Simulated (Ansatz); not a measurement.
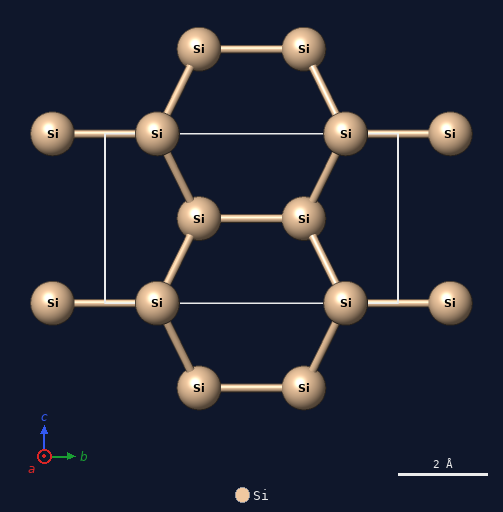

Starting structure of crystalline Si (set up in I4/mmm). Style: ball-and-stick. Shown: the conventional cell (2 times the calculation's cell), along the a axis. Lengths and directions refer to the drawn axes.

These are results of Ansatz 0.2.0, DFT LDA, scalar-relativistic, plane waves, PAW, not measurements.

Input file:
```yaml
crystal:
  lattice:
    - [-3.32544429, 3.32544429, 1.92238566]
    - [3.32544429, -3.32544429, 1.92238566]
    - [3.32544429, 3.32544429, -1.92238566]
  atoms:
    - { symbol: Si, position: [0.17880106, 0.17880106, 0.35760212] }
    - { symbol: Si, position: [0.82119894, 0.82119894, 0.64239788] }
    - { symbol: Si, position: [0.17880106, 0.82119894, 0.0] }
    - { symbol: Si, position: [0.82119894, 0.17880106, 0.0] }
basis:
  ecutwfc: 420
kpoints:
  mp_grid: { grid: [10, 10, 10] }
hamiltonian:
  xc: lda
scf:
  occupations: { method: gaussian, width: 0.01 }
output:
  forces: true
  stress: true
  eigenvalues: true
relax:
  adjacent_minimum: "off"
  f_tol: 0.005
  max_steps: 80
  cell: { stress_tol: 0.05 }
```

Launched with:
```bash
ansatz run input.yaml --threads 1 --pin off --max-ram 2560MiB --backend cpu --events-out ev --progress --plain --runs-dir out
```

**What does the optimiser find from here?**

After 2 accepted moves (3 points after the start) the energy has fallen by 2.7 meV per atom. Largest force component: 0.017 eV/Å at the start, 0.0035 eV/Å at the end. The pressure goes from −1.85 to 0.02 GPa. The SCF was repeated once at an unchanged geometry on a basis and grid sized afresh for the cell, which shifted the energy by 0.1 meV per atom at most. The atoms keep their places relative to the cell (all moves are under 0.005 Å). The volume changes by −2.2 %, with a = b 6.651 → 6.603 Å (−0.7 %), c 3.845 → 3.817 Å (−0.7 %). Near-neighbour distances that change, for instance: Si1–Si2 2.343 → 2.325 Å, Si1–Si3 2.378 → 2.362 Å. The space group stays I4/mmm (No. 139). The run took 75 s on 1 thread of AMD EPYC (Zen 3) (shared host), peak memory 0.41 GiB.

History of the run:

```
step  E − E(0), meV/atom  largest force component, eV/Å  pressure, GPa  volume, Å³/atom                      note
   0                0.00                         0.0171          -1.85           21.259                          
   1               -2.61                         0.0077          -0.44           20.912                          
   2               -2.78                         0.0035           0.02           20.798                          
   3               -2.68                         0.0035           0.02           20.798  same geometry, new basis
```
